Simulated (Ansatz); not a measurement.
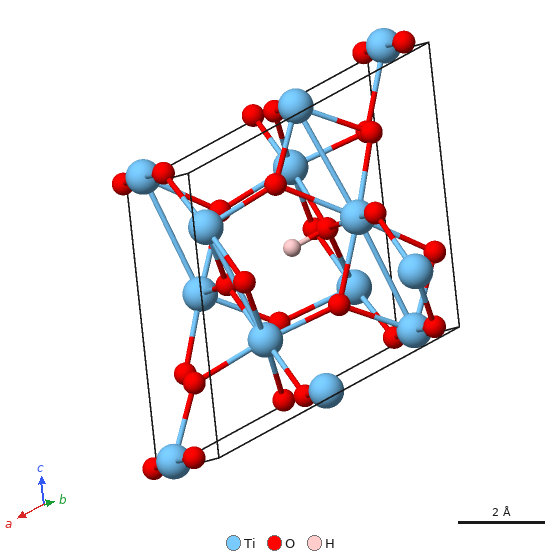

An orthographic ball-and-stick view of the structure, from a general direction. One supercell is framed, with atoms on its boundary repeated. The host is TiO2, in a cell of 24 sites, and the cell is neutral.

Name the defect and give its surroundings.

Answer. An interstitial hydrogen atom. It is bonded to one O at about 1.0 Å. Not all metal-metal contacts are counted.

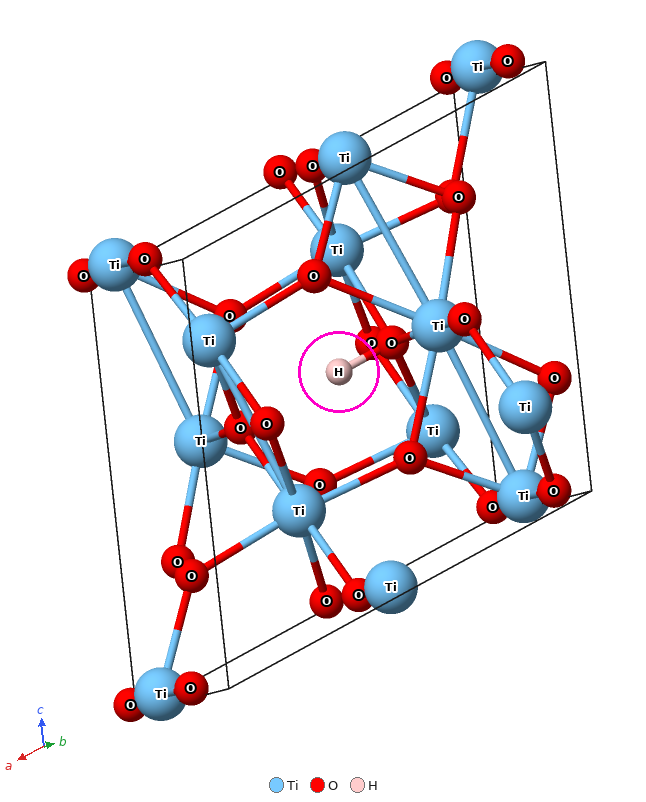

The same cell with a ring at the defect's site.

The atoms were relaxed in the host's cell with Ansatz 0.2.0, DFT PBE+U, scalar-relativistic, plane waves, PAW.
